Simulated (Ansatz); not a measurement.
Consider Ge.

```xyz
1
Lattice="2.8419 0.0000 0.0000 0.0000 2.8419 0.0000 0.0000 0.0000 2.8419" Properties=species:S:1:pos:R:3 pbc="T T T"
Ge    0.0000    0.0000    0.0000
```

Space group Pm-3m; set up as Ge, simple cubic; a generated structure, not necessarily the stable one; changed on purpose from its base cell (volume × 1.12); computed pressure about −6 GPa in this cell.

These are results of DFT, RPBE, plane waves (420 eV) with PAW, scalar-relativistic (Ansatz 0.2.0), not measurements.

Question: What can the converged valence pseudo-density and electron localisation function tell about the bonding?

Answer: Ge–Ge (2.84 Å): ρ is about 0.26 e/Å³ halfway; the ELF is about 0.55 at the midpoint.

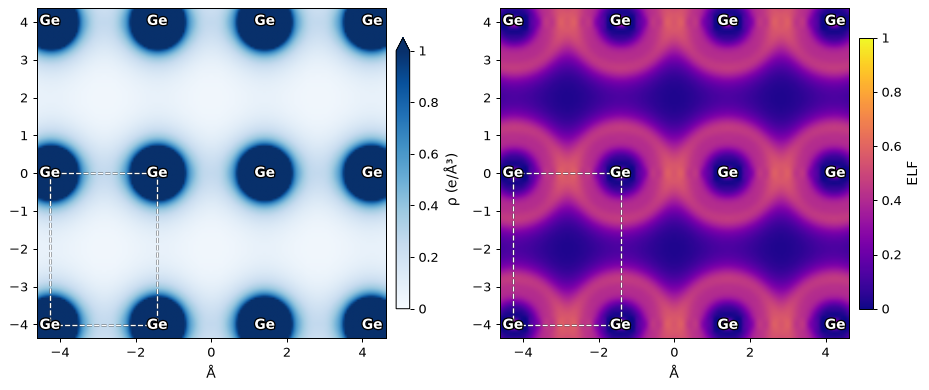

Computed valence pseudo-density and electron localisation function on the (011) plane of the conventional cell, in this order. 

Core electrons are frozen (PAW), and the valence fields are smoothed inside the atomic spheres.
